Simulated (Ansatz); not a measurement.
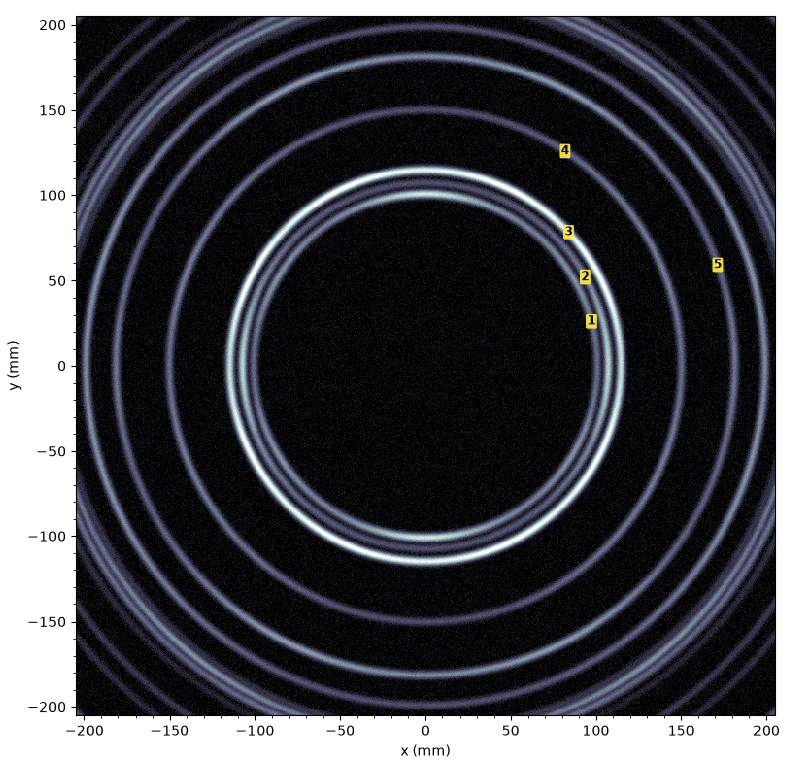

Simulated X-ray powder rings on a flat area detector normal to the beam: λ = 0.5594 Å, sample-to-detector distance 450 mm, axes in mm from the beam centre, for a sample with fibre texture (March–Dollase model, fibre axis vertical in the picture). Kinematic intensities with B = 0.3 Å² for all atoms, without absorption; brightness goes as intensity to the power 0.4, clipped at the top, with counting noise. Reflections closer than the ring width show as one ring.

The sample is Ag, space group P6_3/mmc, a = 2.937 Å, b = 2.937 Å, c = 4.792 Å, α = 90.00°, β = 90.00°, γ = 120.00°. Basis of the simulation: the input geometry of an electronic-structure calculation (not necessarily at equilibrium); the starting structure was generated, so it need not be a known form of this composition.

Measure the numbered rings and index them.

| ring | radius | 2θ (°) | d (Å) | hkl |
| --- | --- | --- | --- | --- |
| 1 | 100.8 mm | 12.63 | 2.54 | 100 |
| 2 | 107.3 mm | 13.41 | 2.40 | 002 |
| 3 | 114.7 mm | 14.30 | 2.25 | 101 |
| 4 | 150.2 mm | 18.46 | 1.744 | 102 |
| 5 | 181.4 mm | 21.96 | 1.469 | 110 |

Which lattice planes lie preferentially normal to the fibre axis?

The (1 0 0) planes: ring 1 is concentrated at the top and bottom of the pattern (March parameter 0.45).
